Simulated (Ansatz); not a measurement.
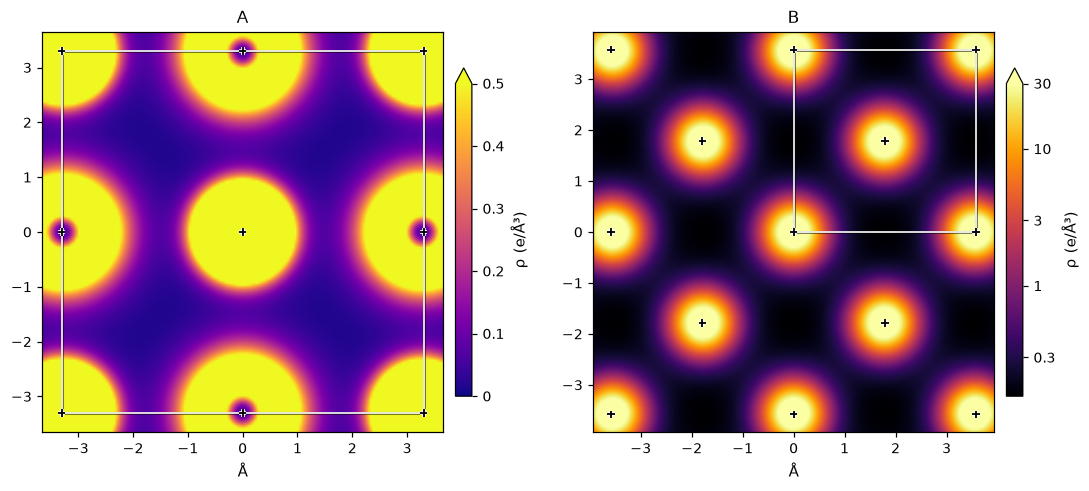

The valence charge density (pseudo) of 2 systems, each on a plane through atoms (crosses mark nuclei in the plane).

Level of theory: Ansatz 0.2.0, DFT r2SCAN, scalar-relativistic, plane waves, PAW.

System 1: Cu, the (100) plane of the conventional cell. Space group Fm-3m; computed without spin polarisation.

```xyz
4
Lattice="3.5769 0.0000 0.0000 0.0000 3.5769 0.0000 0.0000 0.0000 3.5769" Properties=species:S:1:pos:R:3 pbc="T T T"
Cu    0.0000    0.0000    0.0000
Cu    1.7884    1.7884    0.0000
Cu    1.7884    0.0000    1.7884
Cu    0.0000    1.7884    1.7884
```

System 2: KBr, the (010) plane of the conventional cell. Space group Fm-3m.

Which map belongs to which system?

Panel A is system 2, KBr: the plane holds K and Br. K–Br (3.30 Å): ρ is about 0.09 e/Å³ halfway, with its minimum of 0.07 e/Å³ about 1.5 Å from K. Panel B is system 1, Cu: the plane holds Cu. Cu–Cu (2.53 Å): ρ at the midpoint is about 0.28 e/Å³.
